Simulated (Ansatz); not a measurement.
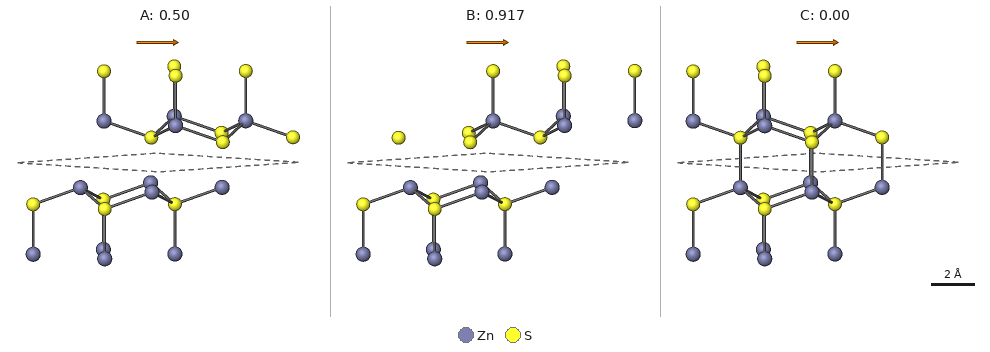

Energy scan for a crystal of ZnS (P6_3mc), in which the crystal above a cut along the (0 0 1) plane of the conventional cell (between a plane of Zn below and one of S above, 2.36 Å apart) is slid rigidly by fractions of an in-plane lattice vector 6.66 Å long (a generalised stacking fault). One cut stands in each cell, which starts 12.6 Å high; nothing is relaxed, and the dashed outline marks the cut, the arrow on top the direction of slip. The picture is a ball-and-stick view of the layers on both sides of the cut, seen from the side, nearly along the cut plane.

Theory: DFT PBE, scalar-relativistic, plane waves, PAW (Ansatz). Settings: plane-wave cutoff 420 eV; k-point mesh 8 × 8 × 2; occupations gaussian; smearing width 0.05 eV; no spin polarisation. Energies (free energies at the smearing named) are counted from the relaxed crystal.

### Rank the frames from lowest to highest energy.

Lowest first: C (the slip 0.00, 0 mJ/m²), B (the slip 0.917, 129 mJ/m²), A (the slip 0.50, 922 mJ/m²). Over the whole scan: the curve starts and ends at zero, since a full lattice vector restores the crystal. Its highest computed point is 1282 mJ/m² at slip 0.667, which the unstable stacking-fault energy of this rigid path equals or slightly exceeds. No local minimum shows among the points, so there is no metastable fault on this line. The path isn't symmetric about half-way. Relaxation across the fault would lower the values.
